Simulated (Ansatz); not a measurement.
CO$_{2}$: several calculations on one system

Part 1: Relaxation

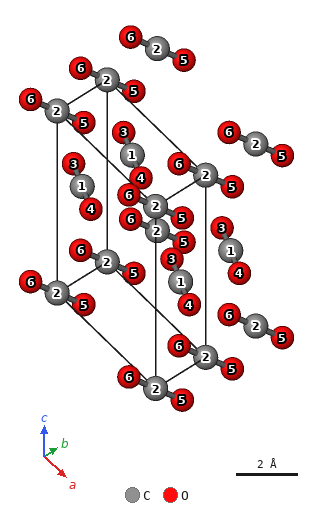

This is the input geometry for a relaxation of a crystal of CO2 (set up in P2_1/c). A ball-and-stick model of the cell of the calculation, reduced to other axes, repeated 1 × 2 × 1 with one cell outlined, seen slightly off an axis. Lengths and directions refer to the drawn axes.

Case: shear of c along a, cell held, atoms relaxed: +12.0 %.

Computed with DFT PBEsol, scalar-relativistic, plane waves, PAW (Ansatz).

Input
```yaml
crystal:
  lattice:
    - [4.5946341885, 0.0, 0.0]
    - [0.0, 4.5946341885, 0.0]
    - [0.57417683, 0.0, 4.7848069164]
  atoms:
    - { symbol: C, position: [0.5, 0.5, 0.5] }
    - { symbol: C, position: [0.0, 0.0, 0.0] }
    - { symbol: O, position: [0.3203915717, 0.6796084283, 0.5] }
    - { symbol: O, position: [0.6796084283, 0.3203915717, 0.5] }
    - { symbol: O, position: [0.1796084283, 0.1796084283, 0.0] }
    - { symbol: O, position: [0.8203915717, 0.8203915717, 0.0] }
basis:
  ecutwfc: 420
kpoints:
  mp_grid: { grid: [6, 6, 6] }
hamiltonian:
  xc: pbesol
scf:
  occupations: { method: gaussian, width: 0.02 }
output:
  forces: true
  stress: true
  eigenvalues: true
relax:
  adjacent_minimum: "off"
  f_tol: 0.008
  max_steps: 40
```

What does the optimiser find from here?

The largest moves, 0.040 Å, are those of O3, O4, O5 and O6. O4 goes roughly along [−2 1 −3]. C stays in place. The cell stays as it was. The space group stays P2_1/c (No. 14). Over 3 geometry steps the energy falls by 1.0 meV per cell of the calculation. Largest force component: 0.012 eV/Å at the start, 0.00033 eV/Å at the end. The run took roughly 30 core-seconds on a shared host.

Part 2: A change

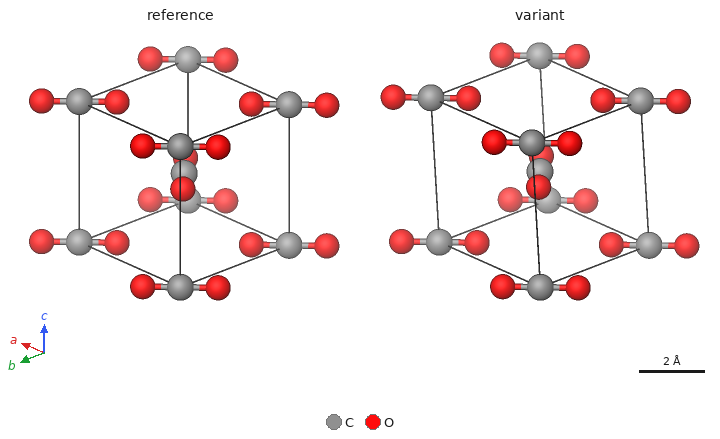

Left: solid CO₂ (set up in P4_2/mnm). Right: the same structure after one change, at the same scale. Style: ball-and-stick. Shown: the cell of the calculation, from a free direction.

The calculation used Ansatz 0.2.0, DFT PBEsol, scalar-relativistic, plane waves, PAW. (plane-wave cutoff 420 eV; k-point mesh 6 × 6 × 6; occupations gaussian; smearing width 0.02 eV; no spin polarisation)

### Which change leads from the left to the right?

Shear of c along a, +8.0 %, is applied. The cell is then held and the atoms relaxed.

### How do the computed properties respond?

The drawn cell changes at constant volume: a = b unchanged at 4.595 Å, c 4.785 → 4.800 Å (+0.3 %), β 90.0° → 85.4°. The atoms keep their places relative to the cell (all moves are under 0.005 Å). The space group (tolerance 0.01 Å) goes from P4_2/mnm (No. 136) to P2_1/c (No. 14). The energy changes by less than 1 meV per atom.

Part 3: Series

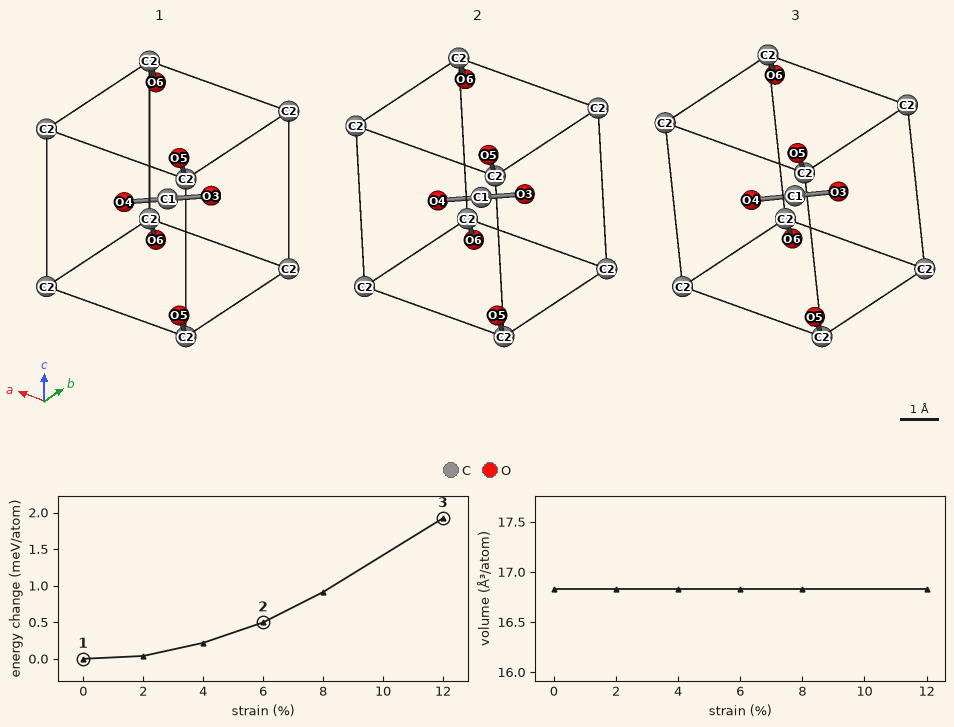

Members of a series of calculations on a crystal of CO2 (set up in P4_2/mnm), marked on the first curve. The picture is a ball-and-stick view of the cell of the calculation, seen from a free direction.

Theory: DFT PBEsol, scalar-relativistic, plane waves, PAW (Ansatz 0.2.0). Set-up: plane-wave cutoff 420 eV; k-point mesh 6 × 6 × 6; occupations gaussian; smearing width 0.02 eV; no spin polarisation.

### Describe the series.

Shear of c along a, cell held, atoms relaxed. 1 (strain 0.0 %): energy change 0.0 meV/atom, volume 16.84 Å³ per atom. 2 (strain 6.0 %): energy change 0.5 meV/atom, volume 16.84 Å³ per atom. 3 (strain 12.0 %): energy change 1.9 meV/atom, volume 16.84 Å³ per atom. The rest compares 1 with 3. The drawn cell changes at constant volume: a = b unchanged at 4.595 Å, c 4.785 → 4.819 Å (+0.7 %), β 90.0° → 83.2°. 
